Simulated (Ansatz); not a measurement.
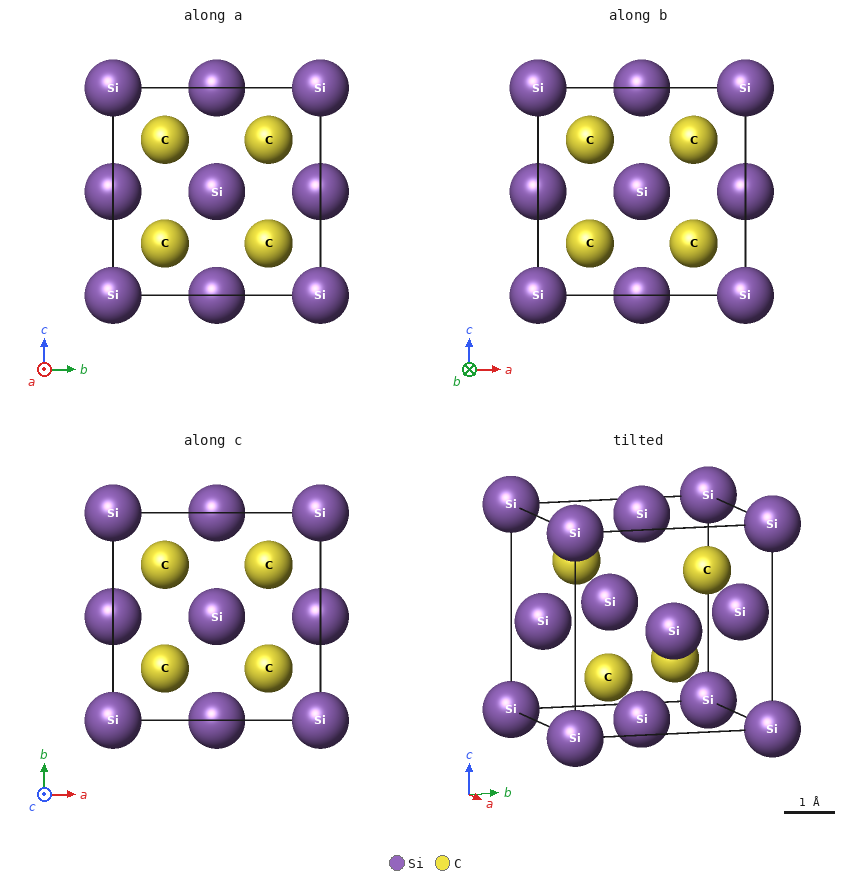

Structure drawing (spheres-only), viewed along the a axis, along the b axis, along the c axis and slightly off an axis. Lines trace the edges of the conventional unit cell.

Lattice parameters: a = 4.225 Å, b = 4.225 Å, c = 4.225 Å, α = 90.00°, β = 90.00°, γ = 90.00°. Put a along x and b in the xy plane.

Reconstruct the structure as a POSCAR file.

```
Si C
1.0
     4.225    0.000    0.000
     0.000    4.225    0.000
     0.000    0.000    4.225
Si C
4 4
Direct
  0.0000 0.0000 0.0000
  0.0000 0.5000 0.5000
  0.5000 0.0000 0.5000
  0.5000 0.5000 0.0000
  0.2500 0.2500 0.7500
  0.2500 0.7500 0.2500
  0.7500 0.2500 0.2500
  0.7500 0.7500 0.7500
```

The structure was taken from a structure type filled with these elements by a generator (whether the compound takes this form wasn't checked). The cell was then strained or its atoms displaced on purpose. Ansatz was used for an electronic-structure calculation on it.

At this level of theory the cell isn't at rest (compressed, at 25 GPa), so its distances can differ from those at equilibrium, the more so the softer the solid.
